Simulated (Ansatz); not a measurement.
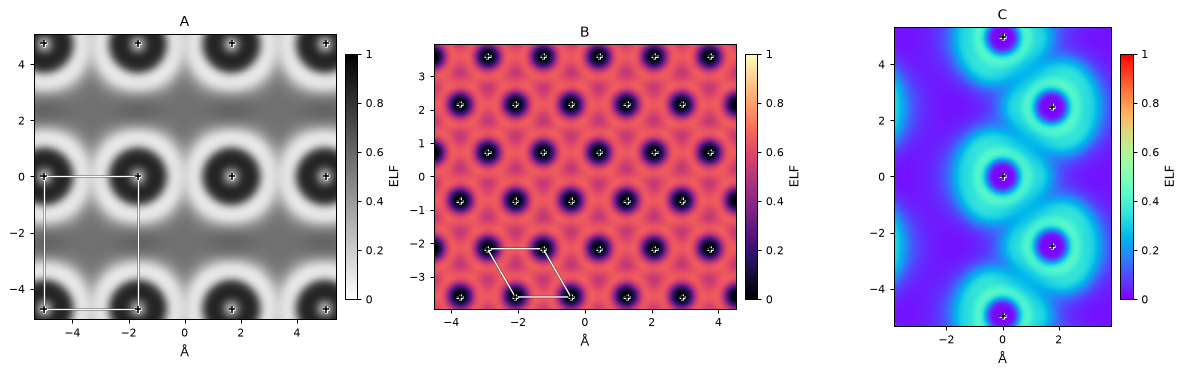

The ELF of 3 systems, each on a plane through atoms (crosses mark nuclei in the plane).

All numbers below come from DFT, r2SCAN, plane waves (500 eV) with PAW, scalar-relativistic (Ansatz 0.2.0).

System 1: Y, the (101) plane of the conventional cell. Space group Pm-3m; set up as Y, simple cubic; a generated structure, not necessarily the stable one; changed on purpose from its base cell (volume × 1.08); computed without spin polarisation.

```
CELL_PARAMETERS angstrom
3.35144 0.00000 0.00000
0.00000 3.35144 0.00000
0.00000 0.00000 3.35144
ATOMIC_POSITIONS crystal
Y 0.00000 0.00000 0.00000
```

System 2: C, the (001) plane of the conventional cell. Space group P6₃/mmc; set up as C, hcp; a generated structure, not necessarily the stable one; changed on purpose from its base cell (volume × 0.92); computed pressure about 14 GPa in this cell.

System 3: Tl, the (101) plane of the conventional cell. Space group Fd-3m; set up as Tl, diamond; a generated structure, not necessarily the stable one; changed on purpose from its base cell (volume × 1.04).

```
Tl
1.0
     7.04591    0.00000    0.00000
     0.00000    7.04591    0.00000
     0.00000    0.00000    7.04591
Tl
8
Direct
  0.75000 0.25000 0.25000
  0.25000 0.75000 0.25000
  0.25000 0.25000 0.75000
  0.75000 0.75000 0.75000
  0.50000 0.00000 0.00000
  0.00000 0.50000 0.00000
  0.00000 0.00000 0.50000
  0.50000 0.50000 0.50000
```

Match each panel to its system.

Answer. Panel A is system 1, Y: the plane holds Y. Y–Y (3.35 Å): the ELF is about 0.15 at the midpoint; no shared electron pair shows on this line. Panel B is system 2, C: the plane holds C. C–C (1.67 Å): the ELF peaks at about 0.65 between the atoms. Panel C is system 3, Tl: the plane holds Tl. Tl–Tl (3.05 Å): the ELF is about 0.25 at the midpoint; no localised pair shows between them.
